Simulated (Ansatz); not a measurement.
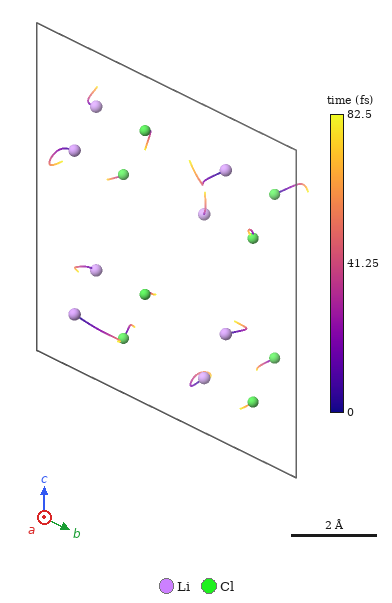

Molecular dynamics of a 16-atom cell of LiCl (set up in P6_3mc), 82 fs long. Lines trace each atom's path, coloured by time; spheres stand at the starting positions. Seen along the a axis in the reduced simulation cell.

Computed with Ansatz, DFT PBE, scalar-relativistic, plane waves, PAW. Run with plane-wave cutoff 420 eV; k-point mesh 2 × 2 × 2; Fermi-Dirac smearing 0.155 eV; volume 1.06 times that of the relaxed crystal; constant energy (NVE); velocities drawn for 1800 K; time step 1.5 fs.

Question: How do the atoms move?

Answer: Root-mean-square distances from the starting positions over the second half, with the common drift of all atoms taken out: Li 0.79 Å, Cl 0.50 Å. The run lasts only 82 fs, too short to tell vibration from diffusion.

Cost: 69 s on 4 threads of Arm Neoverse V2 (shared host), peak memory 0.71 GiB.
